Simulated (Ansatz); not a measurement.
**Geometry relaxation of WSe$_{3}$**

WSe$_{3}$ (Fm-3m, 4 atoms in the cell), computed with DFT PBE, scalar-relativistic, plane waves, PAW, no spin polarisation (Ansatz 0.2.0).

The structure was built on a prototype by a generator; it need not be a known phase. It belongs to a series of runs on one base structure; here: TiAl3 (D0_22) type (I4/mmm, No. 139). Figures and captions count atoms from 1; the log counts them from 0 in places.

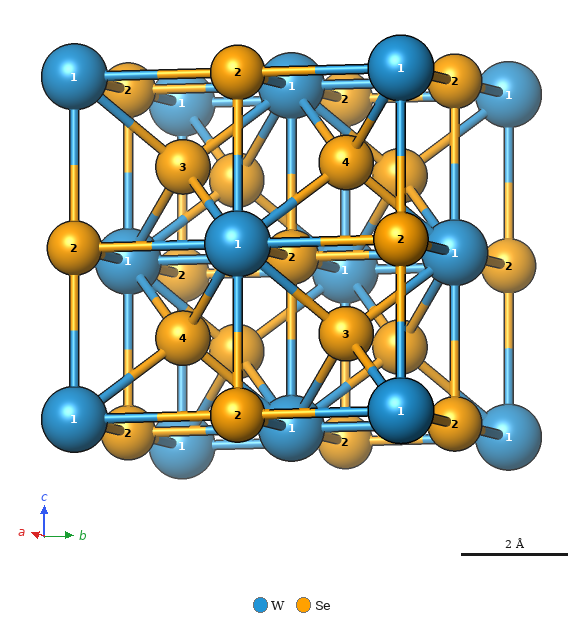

Fig. 1: The starting structure (ball-and-stick view of the cell 4 times as large as that of the calculation, set on its symmetry axes, seen at an oblique angle; atoms are numbered from 1 in the order of the input).

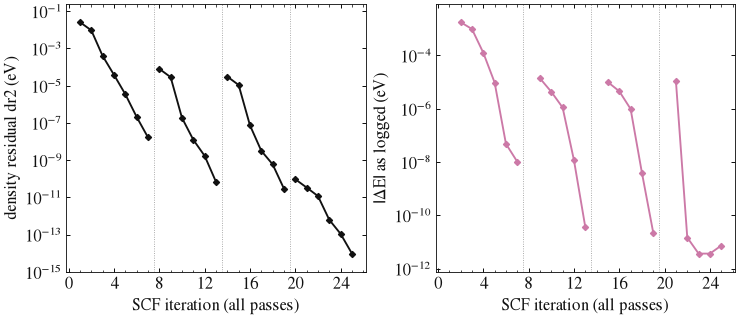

Fig. 2: Convergence of the self-consistent field: density residual dr2 and size of the energy change against the SCF iteration. The dotted lines part the SCF passes of the relaxation: geometry steps, rejected trials and re-solves on a re-selected basis. The passes take 7, 6, 6 and 6 iterations.

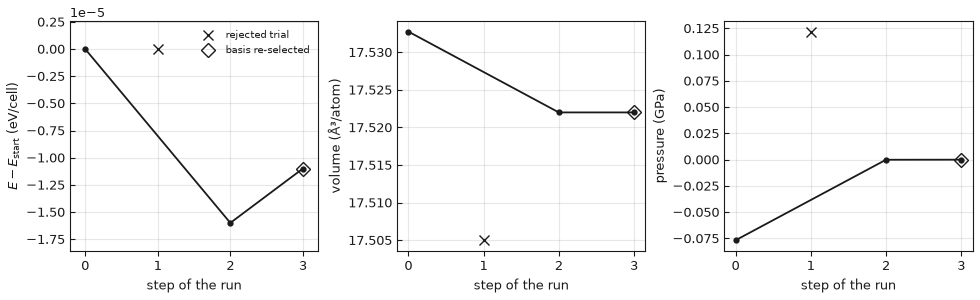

Fig. 3: Progress of the relaxation, step by step (the first geometry is step 0 here and step 1 in the log). No atom moves by more than 0.005 Å relative to the cell. Cell: a = b = c 6.546 → 6.545 Å (0.0 %). Volume −0.1 %. The space group stays Fm-3m (No. 225). Over 2 geometry steps the energy falls by next to nothing (0.0 meV per cell of the calculation). All forces vanish by symmetry, so only the cell relaxes. Pressure: −0.08 GPa at the start and 0.00 GPa at the end. The line search rejected the trial step at point 1 (counted from 0) and went back. A last SCF at the same geometry on a re-selected plane-wave basis shifts the energy by +0.0 meV per cell of the calculation.

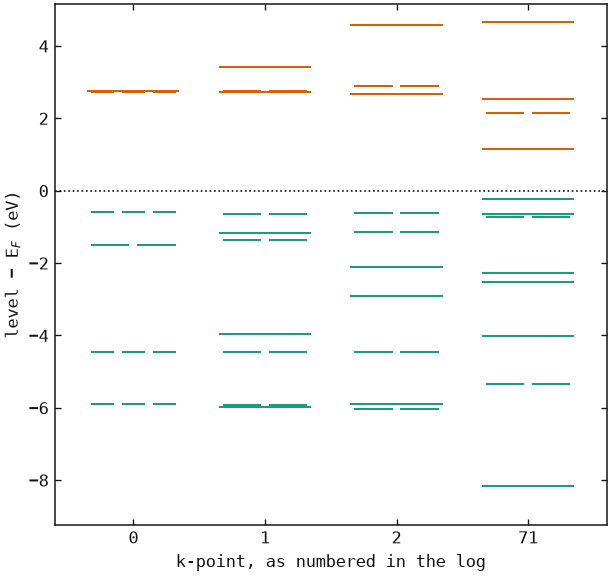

Fig. 4: Kohn–Sham levels near the Fermi level (dotted) at the few k-points that the log prints; levels within 0.02 eV of each other stand side by side. The system is metallic on the full mesh.

The input that produced these results follows, with the program's output.

The input:
```yaml
crystal:
  lattice:
    - [0.0, 3.2731049155, 3.2731049155]
    - [3.2731049155, 0.0, 3.2731049155]
    - [3.2731049155, 3.2731049155, 0.0]
  atoms:
    - { symbol: W, position: [0.0, 0.0, 0.0] }
    - { symbol: Se, position: [0.5, 0.5, 0.5] }
    - { symbol: Se, position: [0.25, 0.25, 0.25] }
    - { symbol: Se, position: [0.75, 0.75, 0.75] }
basis:
  ecutwfc: 420
kpoints:
  mp_grid: { grid: [12, 12, 12] }
hamiltonian:
  xc: pbe
scf:
  occupations: { method: gaussian, width: 0.1 }
output:
  forces: true
  stress: true
  eigenvalues: true
relax:
  adjacent_minimum: "off"
  f_tol: 0.01
  max_steps: 80
  cell: { stress_tol: 0.05 }
```

Run as:
```bash
ansatz run input.yaml --threads 1 --pin off --max-ram 2560MiB --backend cpu --events-out ev --progress --plain --runs-dir out
```

The program's output:
```
Engine: ansatz 0.2.0, x86_64-unknown-linux-gnu
Pseudopotentials: kind: paw
Pseudopotential: W, paw, valence charge 14, recommended cutoff 420 eV (normal), W.paw.azcp
Pseudopotential: Se, paw, valence charge 16, recommended cutoff 420 eV (normal), Se.paw.azcp
Functional definition: PBE
  parameter kappa = 0.804
  parameter beta = 0.06672455060314922
  exchange = pbe_x(kappa = kappa, mu = beta*pi^2/3)
  correlation = pbe_c(beta = beta)
Crystal: 4 atoms, lattice volume = 70.131 Å³
Basis set: ecut = 420 eV, 1363 PW (Γ), exchange–correlation on 64×64×64 points (8 copies of the dense FFT grid, shifted against one another)
Bands: 38, of which v1, the nominal top of the filled ones, is band 31 counted from 1 (30 counted from 0)
Symmetry: 48 space group operations
Space group: Fm-3m (ITA 225), of the structure as read, at distance tolerance 4.1e-5 Å
k-points: 72 of 1728
Non-local potential: W, projectors of the file, l = 0: 3, l = 1: 2, l = 2: 2, l = 3: 1
Non-local potential: Se, projectors of the file, l = 0: 2, l = 1: 2, l = 2: 3, l = 3: 1
PAW form: soft (Blöchl's): semilocal exchange-correlation on the pseudo side does not see the compensation charge
PAW one-centre angular grid: W, 590 points (default); XC on 64 Gauss nodes
PAW one-centre angular grid: Se, 590 points (default); XC on 64 Gauss nodes
Initial density: superposition of atomic densities (neutral atoms: chi_scale 0, normalization atom), corrected by the library's trained network
Initial wavefunctions: pseudopotential atomic-orbital guess
Functional: x = pbe(κ = 0.804, μ = 0.2195149727645171), c = pbe(β = 0.06672455060314922)
SCF iter   1: F=—  HF=-26789.464323 eV  |F-HF|=—  |Δ(HF+E_count)|=         —  Δρ=7.20e-3  dr2=2.57e-2  ethr=1.77e-3  ⟨swp⟩=5.4  Hψ=10391  notcnv=0  defer=9
preconditioner: auto → Kerker (q_TF=auto, 2.673 Å⁻¹)  [metal: Δε(μ)=0.011 eV  Ē_g=8.927 eV  σ=0.100 eV  W_gap=0.06  n_scr=14 (ndim 8)  ℏωp=21.7 eV  f_vac=0.000  D(μ)=3.21/eV (n_scr^D=26)]
SCF iter   2: F=—  HF=-26789.462552 eV  |F-HF|=—  |Δ(HF+E_count)|=   1.77e-3  Δρ=4.07e-3  dr2=9.39e-3  ethr=4.14e-5  ⟨swp⟩=1.0  Hψ=3314  notcnv=0  defer=10
SCF iter   3: F=—  HF=-26789.461573 eV  |F-HF|=—  |Δ(HF+E_count)|=   9.79e-4  Δρ=5.96e-4  dr2=3.95e-4  ethr=1.51e-5  ⟨swp⟩=2.2  Hψ=3310  notcnv=0  defer=10
SCF iter   4: F=—  HF=-26789.461448 eV  |F-HF|=—  |Δ(HF+E_count)|=   1.26e-4  Δρ=3.10e-4  dr2=3.83e-5  ethr=6.37e-7  ⟨swp⟩=2.0  Hψ=4822  notcnv=0  defer=10
SCF iter   5: F=—  HF=-26789.461438 eV  |F-HF|=—  |Δ(HF+E_count)|=   9.63e-6  Δρ=8.18e-5  dr2=3.47e-6  ethr=6.17e-8  ⟨swp⟩=2.0  Hψ=4816  notcnv=0  defer=10
SCF iter   6: F=—  HF=-26789.461438 eV  |F-HF|=—  |Δ(HF+E_count)|=   4.80e-8  Δρ=1.78e-5  dr2=2.10e-7  ethr=5.60e-9  ⟨swp⟩=2.0  Hψ=4338  notcnv=0  defer=10
SCF iter   7: F=-26789.461438 eV  HF=-26789.461438 eV  |F-HF|=3.13e-8  |Δ(HF+E_count)|=   1.02e-8  Δρ=4.52e-6  dr2=1.67e-8  ethr=1.61e-10  ⟨swp⟩=7.8  Hψ=11429  notcnv=0
SCF 1 converged in 7 iterations: F = -26789.461438 eV  dr2 = 1.67e-8
  greatest PAW one-centre occupation: 1.000 electrons in one spin orbital (limit 2), on the Se atom at site 1 (counted from 0), in its partial waves of l = 2
relax step   1: F+E_penalty+E_count = -26789.46143792 eV  Δ(F+E_penalty+E_count) = +0.000e0 eV  max|allowed force component| = 6.361e-18 eV/Å  Δτ_max = 0.0000 Å  P = -0.077 GPa  Ω = 70.131 Å³  (7 SCF iters, dr2 threshold 1.00e-7 eV, accepted)
Crystal: 4 atoms, lattice volume = 70.020 Å³
Initial density: handed on by an earlier stage of this run
Initial wavefunctions: those handed on with the density
iter 1 solved again at ethr=1.31e-7 eV; its pass at ethr=3.10e-3 eV (dr2=8.11e-5 eV) is discarded
SCF iter   1: F=—  HF=-26789.461458 eV  |F-HF|=—  |Δ(HF+E_count)|=         —  Δρ=2.04e-4  dr2=8.00e-5  ethr=1.31e-7  ⟨swp⟩=2.0  Hψ=10862  notcnv=0
preconditioner: auto → Kerker (q_TF=auto, 2.674 Å⁻¹)  [metal: Δε(μ)=0.001 eV  Ē_g=8.932 eV  σ=0.100 eV  W_gap=0.01  n_scr=14 (ndim 8)  ℏωp=21.7 eV  f_vac=0.000  D(μ)=3.22/eV (n_scr^D=26)]
SCF iter   2: F=—  HF=-26789.461444 eV  |F-HF|=—  |Δ(HF+E_count)|=   1.38e-5  Δρ=1.19e-4  dr2=2.86e-5  ethr=1.29e-7  ⟨swp⟩=1.0  Hψ=2736  notcnv=0
SCF iter   3: F=—  HF=-26789.461440 eV  |F-HF|=—  |Δ(HF+E_count)|=   4.32e-6  Δρ=1.49e-5  dr2=1.87e-7  ethr=4.62e-8  ⟨swp⟩=1.5  Hψ=2778  notcnv=0
SCF iter   4: F=—  HF=-26789.461438 eV  |F-HF|=—  |Δ(HF+E_count)|=   1.11e-6  Δρ=4.41e-6  dr2=1.24e-8  ethr=3.02e-10  ⟨swp⟩=2.0  Hψ=4542  notcnv=0
iter 5 did not close the SCF: its close was put off for the readings that it lacked (scf_convergence_deferred on its scf_iter line)
SCF iter   5: F=-26789.461438 eV  HF=-26789.461438 eV  |F-HF|=6.77e-10  |Δ(HF+E_count)|=   1.17e-8  Δρ=1.56e-6  dr2=1.70e-9  ethr=2.00e-11  ⟨swp⟩=2.0  Hψ=4896  notcnv=0
SCF iter   6: F=-26789.461438 eV  HF=-26789.461438 eV  |F-HF|=1.09e-11  |Δ(HF+E_count)|=  3.64e-11  Δρ=3.45e-7  dr2=6.88e-11  ethr=2.74e-12  ⟨swp⟩=2.0  Hψ=8036  notcnv=0
SCF 2 converged in 6 iterations: F = -26789.461438 eV  dr2 = 6.88e-11
relax step   2: F+E_penalty+E_count = -26789.46143842 eV  Δ(F+E_penalty+E_count) = -5.083e-7 eV  max|allowed force component| = 2.573e-17 eV/Å  Δτ_max = 0.0000 Å  P = +0.122 GPa  Ω = 70.020 Å³  energy of the carried Pulay correction = +1.596e-5 eV  (6 SCF iters, dr2 threshold 1.48e-8 eV, rejected (line search))
Crystal: 4 atoms, lattice volume = 70.088 Å³
iter 1 solved again at ethr=5.07e-8 eV; its pass at ethr=3.10e-3 eV (dr2=3.14e-5 eV) is discarded
SCF iter   1: F=—  HF=-26789.461468 eV  |F-HF|=—  |Δ(HF+E_count)|=         —  Δρ=1.26e-4  dr2=3.07e-5  ethr=5.07e-8  ⟨swp⟩=2.0  Hψ=10834  notcnv=0
preconditioner: auto → Kerker (q_TF=auto, 2.673 Å⁻¹)  [metal: Δε(μ)=0.015 eV  Ē_g=8.926 eV  σ=0.100 eV  W_gap=0.09  n_scr=14 (ndim 8)  ℏωp=21.7 eV  f_vac=0.000  D(μ)=3.23/eV (n_scr^D=26)]
SCF iter   2: F=—  HF=-26789.461458 eV  |F-HF|=—  |Δ(HF+E_count)|=   9.91e-6  Δρ=7.32e-5  dr2=1.09e-5  ethr=4.96e-8  ⟨swp⟩=1.0  Hψ=2736  notcnv=0
SCF iter   3: F=—  HF=-26789.461453 eV  |F-HF|=—  |Δ(HF+E_count)|=   4.52e-6  Δρ=9.12e-6  dr2=7.39e-8  ethr=1.76e-8  ⟨swp⟩=1.5  Hψ=2781  notcnv=0
SCF iter   4: F=—  HF=-26789.461454 eV  |F-HF|=—  |Δ(HF+E_count)|=   9.78e-7  Δρ=2.54e-6  dr2=3.16e-9  ethr=1.19e-10  ⟨swp⟩=2.0  Hψ=4903  notcnv=0
SCF iter   5: F=—  HF=-26789.461454 eV  |F-HF|=—  |Δ(HF+E_count)|=   3.88e-9  Δρ=9.20e-7  dr2=5.95e-10  ethr=5.10e-12  ⟨swp⟩=2.0  Hψ=4917  notcnv=0
SCF iter   6: F=-26789.461454 eV  HF=-26789.461454 eV  |F-HF|=1.46e-11  |Δ(HF+E_count)|=  2.18e-11  Δρ=2.08e-7  dr2=2.91e-11  ethr=1.00e-12  ⟨swp⟩=3.0  Hψ=10785  notcnv=0
SCF 3 converged in 6 iterations: F = -26789.461454 eV  dr2 = 2.91e-11
relax step   3: F+E_penalty+E_count = -26789.46145445 eV  Δ(F+E_penalty+E_count) = -1.653e-5 eV  max|allowed force component| = 7.517e-18 eV/Å  Δτ_max = 0.0000 Å  P = -0.000 GPa  Ω = 70.088 Å³  energy of the carried Pulay correction = +6.174e-6 eV  (6 SCF iters, accepted)
Initial wavefunctions: pseudopotential atomic-orbital guess (no wavefunctions were taken with the density)
iter 1 solved again at ethr=6.99e-9 eV; its pass at ethr=3.10e-3 eV (dr2=4.33e-6 eV) is discarded
SCF iter   1: F=—  HF=-26789.461460 eV  |F-HF|=—  |Δ(HF+E_count)|=         —  Δρ=7.56e-7  dr2=9.40e-11  ethr=6.99e-9  ⟨swp⟩=3.1  Hψ=18313  notcnv=0
eigensolver tolerance schedule: the retry pair's looser diagonalisation over-reported the residual by 46102.79 of it (diagonalisation noise at 0.12 of the residual, at the tolerance the schedule requests for it); recorded, not acted on — ethr = c·dr2/N_el stays at c = 1.0e-1
preconditioner: auto → Kerker (q_TF=auto, 2.673 Å⁻¹)  [metal: Δε(μ)=0.001 eV  Ē_g=8.926 eV  σ=0.100 eV  W_gap=0.01  n_scr=14 (ndim 8)  ℏωp=21.7 eV  f_vac=0.000  D(μ)=3.22/eV (n_scr^D=26)]
iter 2 did not close the SCF: its close was put off for the readings that it lacked (scf_convergence_deferred on its scf_iter line)
SCF iter   2: F=-26789.461449 eV  HF=-26789.461449 eV  |F-HF|=1.46e-11  |Δ(HF+E_count)|=   1.06e-5  Δρ=4.01e-7  dr2=3.37e-11  ethr=1.00e-12  ⟨swp⟩=2.9  Hψ=5384  notcnv=0
iter 3 did not close the SCF: its close was put off for the readings that it lacked (scf_convergence_deferred on its scf_iter line)
SCF iter   3: F=-26789.461449 eV  HF=-26789.461449 eV  |F-HF|=7.28e-12  |Δ(HF+E_count)|=  1.46e-11  Δρ=2.11e-7  dr2=1.17e-11  ethr=1.00e-12  ⟨swp⟩=1.0  Hψ=2736  notcnv=0
iter 4 did not close the SCF: its close was put off for the readings that it lacked (scf_convergence_deferred on its scf_iter line)
SCF iter   4: F=-26789.461449 eV  HF=-26789.461449 eV  |F-HF|=0.00e0  |Δ(HF+E_count)|=  3.64e-12  Δρ=2.76e-8  dr2=6.20e-13  ethr=1.00e-12  ⟨swp⟩=1.0  Hψ=2736  notcnv=0
iter 5 did not close the SCF: its close was put off for the readings that it lacked (scf_convergence_deferred on its scf_iter line)
SCF iter   5: F=-26789.461449 eV  HF=-26789.461449 eV  |F-HF|=7.28e-12  |Δ(HF+E_count)|=  3.64e-12  Δρ=1.27e-8  dr2=1.09e-13  ethr=1.00e-12  ⟨swp⟩=1.0  Hψ=2736  notcnv=0
SCF iter   6: F=-26789.461449 eV  HF=-26789.461449 eV  |F-HF|=3.64e-12  |Δ(HF+E_count)|=  7.28e-12  Δρ=2.49e-9  dr2=9.52e-15  ethr=1.00e-12  ⟨swp⟩=2.0  Hψ=7355  notcnv=0
SCF 4 converged in 6 iterations: F = -26789.461449 eV  dr2 = 9.52e-15
relax step   4: F+E_penalty+E_count = -26789.46144901 eV  Δ(F+E_penalty+E_count) = +5.436e-6 eV  max|allowed force component| = 1.735e-17 eV/Å  Δτ_max = 0.0000 Å  P = -0.000 GPa  Ω = 70.088 Å³  stress off target by 9.09e-5 GPa  SCF on the basis re-selected at this cell (its energy is not comparable with the rows above)  (6 SCF iters)
basis re-selected at this cell: Δ(F+E_penalty+E_count) = +5.436e-6 eV, ΔP = +0.000 GPa vs the last step (what re-selecting the basis moved, of the pressure what is left beyond the Pulay correction that the steps carried, after the strain that the cell walked since its last selection, with what the two solves' SCF thresholds leave and, on support functions, any second-order correction that the steps lacked; it is no measure of the basis error at this ecutwfc). This SCF's stress stands 9.09e-5 GPa from its target on what of the cell is left free (relax.cell.stress_tol is 5.00e-2 GPa) and its largest allowed force component is 1.73e-17 eV/Å (relax.f_tol is 1.00e-2 eV/Å): within both
SCF converged after 6 iterations
Free energy (F): -26789.461449 eV
Harris-Foulkes:  -26789.461449 eV  (|F-HF|=3.64e-12)
Internal energy: -26789.445325 eV  (E = F + TS)
E sigma→0 (E₀):  -26789.453387 eV
Entropy (-TS):   -0.016124 eV (-4.031 meV/atom)
Fermi energy:    15.747612 eV
--- Per-component energies (eV) ---
  E_band       = -1012.856155
  E_kinetic    = 802.636496
  E_local      = -6425.936054  (includes V_loc(G=0)·N_el)
  E_nonlocal   = -1779.745066
  E_hartree    = 3198.923103
  E_xc         = -578.724244
  E_vxc        = -532.610886  (∫ρ·V_xc dr)
  E_paw        = -14299.868209  (= ΣΔE_a)
  E_vpaw       = 524.954963  (= ΣTr[D̂ρ^β])
  E_aug_tail   = -0.001814  (compensation charges beyond the density's cutoff)
  E_ewald      = -7706.729539
  E_smearing   = -0.016124  (= −TS)
  E_closure    = 0.000000  (closes the sum)
  Σ components = -26789.461449   (vs F -26789.461449, Δ=0.00e0)
--- Forces (eV/Å), atoms counted from 1 ---
  atom   1  W      0.00000000    -0.00000000    -0.00000000
  atom   2  Se     0.00000000    -0.00000000     0.00000000
  atom   3  Se    -0.00000000     0.00000000     0.00000000
  atom   4  Se     0.00000000    -0.00000000    -0.00000000
  max |Σ_I F_I| component: 4.63e-18 eV/Å
--- Stress (GPa, compression-positive) ---
       -0.000091      -0.000000       0.000000
       -0.000000      -0.000091      -0.000000
        0.000000      -0.000000      -0.000091
  P = ⅓ Tr σ = -0.0001 GPa (-0.001 kbar)
--- Band table (eV; the first three rows and the last of 72) ---
  k-point 0: bands = ["-58.9277", "-33.1403", "-33.1403", "-33.1403", "-33.1353", "-33.1353", "-32.7921", "-32.7921", "-32.7903", "-32.7903", "-32.7903", "-32.7875", "-32.7875", "-32.7875", "-32.7855", "-32.7855", "-23.1024", "-23.1024", "-23.1024", "-1.2325", "3.4803", "4.7649", "9.8452", "9.8452", "9.8452", "11.2988", "11.2988", "11.2988", "14.2427", "14.2427", "15.1450", "15.1450", "15.1450", "18.4708", "18.4708", "18.4708", "18.5010", "23.4674"]
  k-point 1: bands = ["-58.9277", "-33.1403", "-33.1403", "-33.1403", "-33.1353", "-33.1353", "-32.7920", "-32.7920", "-32.7902", "-32.7902", "-32.7902", "-32.7876", "-32.7876", "-32.7876", "-32.7856", "-32.7856", "-23.1029", "-23.1025", "-23.1025", "-1.1697", "3.3979", "4.6572", "9.7683", "9.8151", "9.8151", "11.2823", "11.2823", "11.7874", "14.3845", "14.3845", "14.5822", "15.1041", "15.1041", "18.4742", "18.5101", "18.5101", "19.1752", "23.3886"]
  k-point 2: bands = ["-58.9277", "-33.1403", "-33.1403", "-33.1402", "-33.1353", "-33.1353", "-32.7917", "-32.7917", "-32.7900", "-32.7900", "-32.7899", "-32.7878", "-32.7877", "-32.7877", "-32.7859", "-32.7859", "-23.1042", "-23.1027", "-23.1027", "-0.9842", "3.1600", "4.3732", "9.7202", "9.7202", "9.8411", "11.2890", "11.2890", "12.8366", "13.6331", "14.5929", "14.5929", "15.1405", "15.1405", "18.4295", "18.6295", "18.6295", "20.3259", "23.1921"]
  k-point 71: bands = ["-58.9276", "-33.1404", "-33.1402", "-33.1402", "-33.1352", "-33.1352", "-32.7907", "-32.7907", "-32.7896", "-32.7894", "-32.7887", "-32.7887", "-32.7883", "-32.7878", "-32.7870", "-32.7870", "-23.1074", "-23.1074", "-23.1051", "1.4961", "1.7574", "1.7574", "7.5923", "10.3975", "10.3975", "11.7225", "13.2297", "13.4858", "15.0184", "15.0184", "15.1104", "15.5115", "16.8978", "17.8910", "17.8910", "18.2788", "20.4006", "22.6509"]
--- Relaxed structure (3 steps of the walk, 2 accepted, 1 SCFs on fresh bases) ---
  F+E_penalty+E_count = -26789.46144901 eV   max|allowed force component| = 1.735e-17 eV/Å   (the final SCF, on the basis selected at the relaxed cell)
  cell:  # Å, volume = 70.0880 Å³
    - [-1.5923037602798716e-35, 3.2724364562687493, 3.2724364562687493]
    - [3.2724364562687493, -9.55382256167923e-36, 3.2724364562687493]
    - [3.2724364562687493, 3.2724364562687493, 6.369215041119487e-36]
  atoms:
    - { symbol: W, position: [-2.633674180503093e-36, 2.250594299702643e-36, 2.4995962222229357e-36] }
    - { symbol: Se, position: [0.5, 0.5, 0.5] }
    - { symbol: Se, position: [0.25, 0.25, 0.25] }
    - { symbol: Se, position: [0.7500000000000001, 0.7500000000000001, 0.7500000000000001] }
```

Trajectory as extended XYZ (Å, eV, eV/Å), 4 frames, from step=1 to step=4:
```
4
Lattice="0.0000 3.2731 3.2731 3.2731 0.0000 3.2731 3.2731 3.2731 0.0000" Properties=species:S:1:pos:R:3:forces:R:3 step=1 energy=-26789.46144 pressure_GPa=-0.08
W     0.0000    0.0000    0.0000    0.0000   0.0000   0.0000
Se    3.2731    3.2731    3.2731    0.0000   0.0000   0.0000
Se    1.6366    1.6366    1.6366    0.0000   0.0000   0.0000
Se    4.9097    4.9097    4.9097    0.0000   0.0000   0.0000
4
Lattice="0.0000 3.2714 3.2714 3.2714 0.0000 3.2714 3.2714 3.2714 0.0000" Properties=species:S:1:pos:R:3:forces:R:3 step=2 energy=-26789.46144 pressure_GPa=0.12 accepted=F
W     0.0000    0.0000    0.0000    0.0000   0.0000   0.0000
Se    3.2714    3.2714    3.2714    0.0000   0.0000   0.0000
Se    1.6357    1.6357    1.6357    0.0000   0.0000   0.0000
Se    4.9071    4.9071    4.9071    0.0000   0.0000   0.0000
4
Lattice="0.0000 3.2724 3.2724 3.2724 0.0000 3.2724 3.2724 3.2724 0.0000" Properties=species:S:1:pos:R:3:forces:R:3 step=3 energy=-26789.46145 pressure_GPa=-0.00
W     0.0000    0.0000    0.0000    0.0000   0.0000   0.0000
Se    3.2724    3.2724    3.2724    0.0000   0.0000   0.0000
Se    1.6362    1.6362    1.6362    0.0000   0.0000   0.0000
Se    4.9087    4.9087    4.9087    0.0000   0.0000   0.0000
4
Lattice="0.0000 3.2724 3.2724 3.2724 0.0000 3.2724 3.2724 3.2724 0.0000" Properties=species:S:1:pos:R:3:forces:R:3 step=4 energy=-26789.46145 pressure_GPa=-0.00
W     0.0000    0.0000    0.0000    0.0000   0.0000   0.0000
Se    3.2724    3.2724    3.2724    0.0000   0.0000   0.0000
Se    1.6362    1.6362    1.6362    0.0000   0.0000   0.0000
Se    4.9087    4.9087    4.9087    0.0000   0.0000   0.0000
```

Summary:

- outcome: converged
- space group (tolerance 0.01 Å): Fm-3m (225)
- electrons treated: 62
- free energy: −26789.4614 eV
- Fermi energy: 15.748 eV
- gap on the k-point mesh: none (metallic)
- pressure: 0.00 GPa
- final volume: 70.09 Å³
- largest force (length of the vector) at the end: under 0.001 eV/Å
- final cell: a = 4.628 Å, b = 4.628 Å, c = 4.628 Å, α = 60.00°, β = 60.00°, γ = 60.00°
- hardware: 1 thread of Intel Xeon @ 2.50GHz (Skylake/Cascade Lake), 189 GiB of memory available, shared host
- wall time: 2 min
- peak memory: 0.47 GiB

Remarks:

Spin–orbit coupling is left out, which matters for W.
